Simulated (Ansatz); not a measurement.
# Single-point calculation of CdF2

The run: single-point calculation of CdF2 (R3m, 3 atoms in the cell). Method and program: DFT, PBE, plane waves, PAW, no spin polarisation (Ansatz 0.2.0).

The structure derives from a Materials Project entry. Figures and captions count atoms from 1; the log counts them from 0 in places.

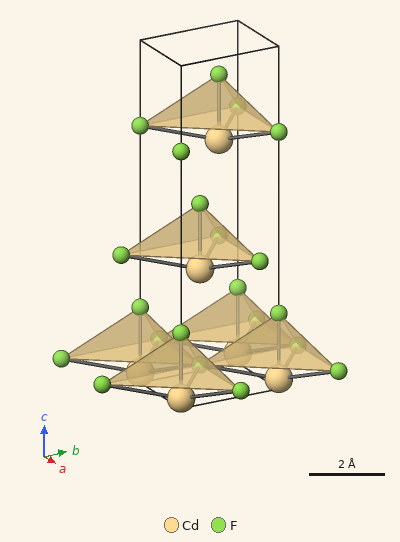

Figure 1. The input geometry (polyhedral view of the cell 3 times as large as that of the calculation, set on its symmetry axes, seen slightly off an axis; polyhedra are completed across the faces of the cell).

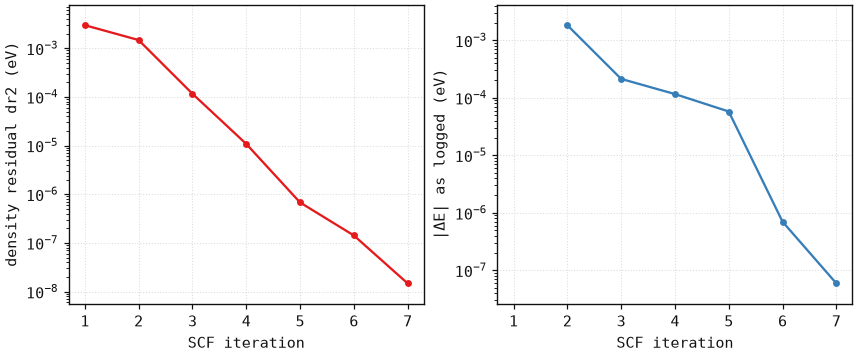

Figure 2. Convergence of the self-consistent field: density residual dr2 and size of the energy change against the SCF iteration. The residual falls at every step.

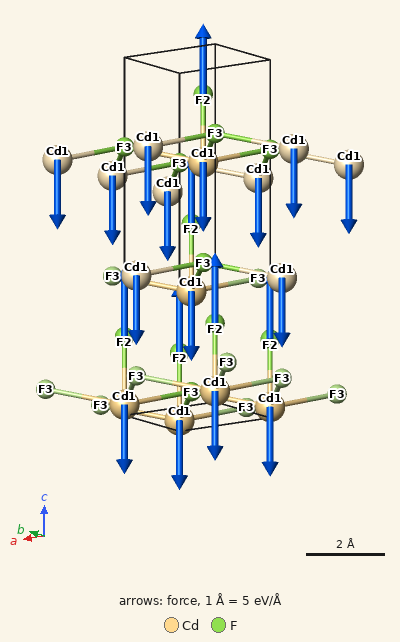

Figure 3. Forces on the atoms as blue arrows (ball-and-stick view of the cell 3 times as large as that of the calculation, set on its symmetry axes, seen at an oblique angle; neighbours outside the cell are drawn fainter; atoms are numbered from 1 in the order of the input); the smallest are left out. The largest act on F2 (9.23 eV/Å); Cd1 (9.11 eV/Å). The geometry is not a stationary point of this energy.

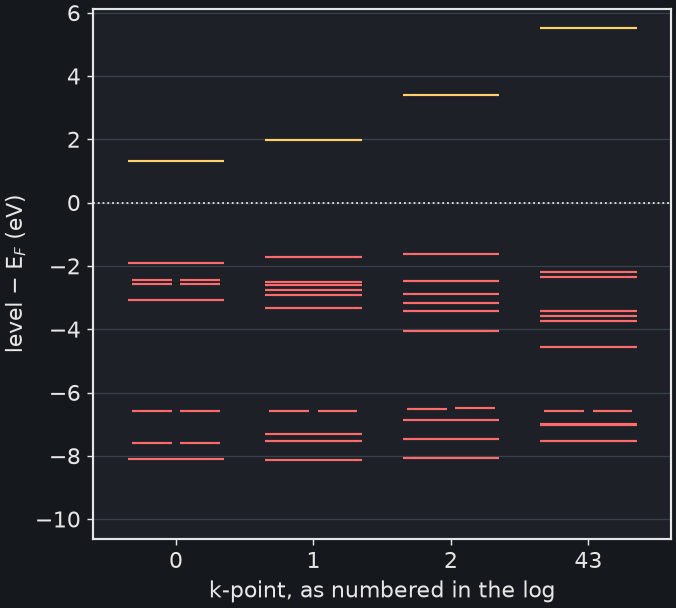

Figure 4. Kohn–Sham levels near the Fermi level (dotted) at the few k-points that the log prints; levels within 0.02 eV of each other stand side by side. Among these points the highest filled and lowest empty levels are 2.93 eV apart; the gap on the full mesh, 2.74 eV, has an edge at a point that isn't printed.

These pictures come from the run below.

### Input file
```yaml
crystal:
  lattice:
    - [0.0, 2.7005188915, 2.7005188915]
    - [2.7005188915, 0.0, 2.7005188915]
    - [2.7005188915, 2.7005188915, 0.0]
  atoms:
    - { symbol: Cd, position: [-0.09, 0.03, 0.03] }
    - { symbol: F, position: [0.34, 0.22, 0.22] }
    - { symbol: F, position: [0.75, 0.75, 0.75] }
kpoints:
  mp_grid: { grid: [7, 7, 7] }
scf:
  occupations: { method: fermi_dirac, width: 0.03 }
hamiltonian:
  xc: pbe
  pseudopotentials: { kind: paw }
output:
  forces: true
  stress: true
  eigenvalues: true
  efg: { contact_densities: true }
  populations: true
basis:
  xc_grid: 2
```

Command:
```bash
ansatz run input.yaml --threads 1 --pin off --max-ram 3072MiB --backend cpu --events-out ev --progress --plain --runs-dir out
```

### What the program printed
```
Cd: output.efg is read without spin–orbit coupling, which moves field gradients at and beside such atoms by some per cent and up to a factor of two; PAW files take it under magnetization.noncollinear and magnetization.spin_orbit
Engine: ansatz 0.2.0, x86_64-unknown-linux-gnu
Pseudopotentials: kind: paw
Pseudopotential: Cd, paw, valence charge 20, recommended cutoff 420 eV (normal), Cd.paw.azcp
Pseudopotential: F, paw, valence charge 7, recommended cutoff 420 eV (normal), F.paw.azcp
Functional definition: PBE
  parameter kappa = 0.804
  parameter beta = 0.06672455060314922
  exchange = pbe_x(kappa = kappa, mu = beta*pi^2/3)
  correlation = pbe_c(beta = beta)
Crystal: 3 atoms, lattice volume = 39.389 Å³
Basis set: ecut = 420 eV, 749 PW (Γ), exchange–correlation on 54×54×54 points (8 copies of the dense FFT grid, shifted against one another)
Bands: 21, of which v1, the nominal top of the filled ones, is band 17 counted from 1 (16 counted from 0)
Symmetry: 6 space group operations
Space group: R3m (ITA 160), of the structure as read, at distance tolerance 3.4e-5 Å
k-points: 44 of 343 (time reversal used)
Non-local potential: Cd, projectors of the file, l = 0: 3, l = 1: 2, l = 2: 2, l = 3: 1
Non-local potential: F, projectors of the file, l = 0: 2, l = 1: 2, l = 2: 1
PAW form: soft (Blöchl's): semilocal exchange-correlation on the pseudo side does not see the compensation charge
PAW one-centre angular grid: Cd, 590 points (default); XC on 64 Gauss nodes
PAW one-centre angular grid: F, 110 points (default); XC on 64 Gauss nodes
Initial density: superposition of atomic densities (neutral atoms: chi_scale 0, normalization atom), corrected by the library's trained network
Initial wavefunctions: pseudopotential atomic-orbital guess
Functional: x = pbe(κ = 0.804, μ = 0.2195149727645171), c = pbe(β = 0.06672455060314922)
SCF iter   1: F=—  HF=-9870.580239 eV  |F-HF|=—  |Δ(HF+E_count)|=         —  Δρ=3.13e-3  dr2=2.97e-3  ethr=1.77e-3  ⟨swp⟩=5.4  Hψ=3924  notcnv=0
preconditioner: auto → none  [insulator: Δε(μ)=2.751 eV  Ē_g=16.747 eV  σ=0.030 eV  W_gap=1.00  n_scr=14 (ndim 8)  ℏωp=30.2 eV  f_vac=0.145  D(μ)=0.00/eV (n_scr^D=0)  ε∞_Penn≈4.2]
SCF iter   2: F=—  HF=-9870.582070 eV  |F-HF|=—  |Δ(HF+E_count)|=   1.83e-3  Δρ=2.63e-3  dr2=1.47e-3  ethr=8.75e-6  ⟨swp⟩=2.1  Hψ=1991  notcnv=0
SCF iter   3: F=—  HF=-9870.581856 eV  |F-HF|=—  |Δ(HF+E_count)|=   2.13e-4  Δρ=7.79e-4  dr2=1.16e-4  ethr=4.32e-6  ⟨swp⟩=2.0  Hψ=1572  notcnv=0
SCF iter   4: F=—  HF=-9870.581973 eV  |F-HF|=—  |Δ(HF+E_count)|=   1.16e-4  Δρ=2.62e-4  dr2=1.08e-5  ethr=3.41e-7  ⟨swp⟩=2.0  Hψ=1406  notcnv=0
SCF iter   5: F=—  HF=-9870.582031 eV  |F-HF|=—  |Δ(HF+E_count)|=   5.77e-5  Δρ=6.33e-5  dr2=6.77e-7  ethr=3.18e-8  ⟨swp⟩=2.0  Hψ=1492  notcnv=0
SCF iter   6: F=—  HF=-9870.582031 eV  |F-HF|=—  |Δ(HF+E_count)|=   6.99e-7  Δρ=2.61e-5  dr2=1.42e-7  ethr=2.94e-10  ⟨swp⟩=5.0  Hψ=3875  notcnv=0
SCF iter   7: F=-9870.582031 eV  HF=-9870.582031 eV  |F-HF|=6.40e-9  |Δ(HF+E_count)|=   5.91e-8  Δρ=8.44e-6  dr2=1.47e-8  ethr=2.94e-10  ⟨swp⟩=5.0  Hψ=3763  notcnv=0
SCF 1 converged in 7 iterations: F = -9870.582031 eV  dr2 = 1.47e-8
  greatest PAW one-centre occupation: 1.001 electrons in one spin orbital (limit 2), on the Cd atom at site 0 (counted from 0), in its partial waves of l = 1
SCF converged after 7 iterations
Free energy (F): -9870.582031 eV
Harris-Foulkes:  -9870.582031 eV  (|F-HF|=6.40e-9)
Internal energy: -9870.582031 eV  (E = F + TS)
E sigma→0 (E₀):  -9870.582031 eV
Fermi energy:    8.235209 eV
--- Per-component energies (eV) ---
  E_band       = -485.874744
  E_kinetic    = 923.462731
  E_local      = -4389.945866  (includes V_loc(G=0)·N_el)
  E_nonlocal   = 185.282630
  E_hartree    = 1949.924685
  E_xc         = -336.299290
  E_vxc        = -426.192205  (∫ρ·V_xc dr)
  E_paw        = -4488.484442  (= ΣΔE_a)
  E_vpaw       = -678.335732  (= ΣTr[D̂ρ^β])
  E_aug_tail   = 0.004213  (compensation charges beyond the density's cutoff)
  E_ewald      = -3714.526692
  E_smearing   = -0.000000  (= −TS)
  E_closure    = -0.000000  (closes the sum)
  Σ components = -9870.582031   (vs F -9870.582031, Δ=0.00e0)
--- Forces (eV/Å), atoms counted from 1 ---
  atom   1  Cd    -5.25832572     5.25832572     5.25832572
  atom   2  F      5.32695742    -5.32695742    -5.32695742
  atom   3  F     -0.06859486     0.06859486     0.06859486
  max |Σ_I F_I| component: 3.68e-5 eV/Å
--- Stress (GPa, compression-positive) ---
       26.559375     -17.455465     -17.455465
      -17.455465      26.559375      17.455465
      -17.455465      17.455465      26.559375
  P = ⅓ Tr σ = 26.5594 GPa (265.594 kbar)
--- PAW observables at the nuclei: V_zz in 10²¹ V/m², potentials from the cell's mean, atoms counted from 1 ---
  atom   1  Cd V_zz =   -18.359487   η = 0.0000   by run symmetry: allowed
            electrostatic potential = -7706.622389 V   contact ρ = 1035846.367354 e/Å³
  atom   2  F  V_zz =    +5.373229   η = 0.0000   by run symmetry: allowed
            electrostatic potential = -740.521648 V   contact ρ = 3127.396005 e/Å³
  atom   3  F  V_zz =    -1.398482   η = 0.0000   by run symmetry: allowed
            electrostatic potential = -740.601635 V   contact ρ = 3128.143045 e/Å³
--- Band table (eV; the first three rows and the last of 44) ---
  k-point 0: bands = ["-91.9865", "-53.1342", "-53.1059", "-53.1059", "-14.8972", "-13.5984", "0.1478", "0.6600", "0.6600", "1.6588", "1.6588", "5.1749", "5.6794", "5.6794", "5.7933", "5.7933", "6.3212", "9.5479", "19.0852", "19.0852", "20.4551"]
  k-point 1: bands = ["-91.9865", "-53.1344", "-53.1064", "-53.1060", "-14.8489", "-13.6347", "0.1119", "0.6997", "0.9213", "1.6557", "1.6667", "4.9222", "5.3078", "5.4809", "5.6298", "5.7366", "6.5182", "10.2075", "18.0357", "19.2699", "20.9467"]
  k-point 2: bands = ["-91.9864", "-53.1348", "-53.1073", "-53.1062", "-14.7321", "-13.7229", "0.1623", "0.7596", "1.3743", "1.7303", "1.7403", "4.1856", "4.8219", "5.0692", "5.3371", "5.7647", "6.6156", "11.6402", "16.6596", "19.6979", "21.7117"]
  k-point 43: bands = ["-91.9864", "-53.1370", "-53.1067", "-53.1065", "-14.5906", "-13.8018", "0.7218", "1.1981", "1.2525", "1.6498", "1.6607", "3.6694", "4.4856", "4.6727", "4.8161", "5.9055", "6.0381", "13.7714", "16.3386", "19.9273", "20.9142"]
--- Löwdin populations: 3 sites ---
  site symbol       q [e]
     0     Cd     18.4251
     1      F      7.7132
     2      F      7.7154
  spilling = 0.004303 (of n_electrons = 34.000000)
```

### File populations.tsv
```
# site	symbol	l	j	q
# orbitals = lowdin
# n_electrons = 34.000000
# spilling = 0.004303
0	Cd	0_4S	-	1.998408
0	Cd	0_5S	-	0.456846
0	Cd	1_4P	-	5.998278
0	Cd	2_4D	-	9.971529
1	F	0_2S	-	1.942362
1	F	1_2P	-	5.770832
2	F	0_2S	-	1.957183
2	F	1_2P	-	5.758260
```

### Summary

```tsv
quantity	value
outcome	converged
space group (tolerance 0.01 Å)	R3m (160)
electrons treated	34
free energy	−9870.5820 eV
Fermi energy	8.235 eV
gap on the k-point mesh	2.74 eV
pressure	26.56 GPa
largest force (length of the vector)	9.227 eV/Å
hardware	1 thread of Intel Xeon (Granite Rapids), 16 GiB of memory available, shared host
wall time	3 s
peak memory	0.43 GiB
```

### Remarks

Settings chosen away from the usual ones: basis.xc_grid = 2. The program warns: the field gradients leave out spin–orbit coupling. The cell is under a pressure of 27 GPa at this level, so it is not at its equilibrium volume.
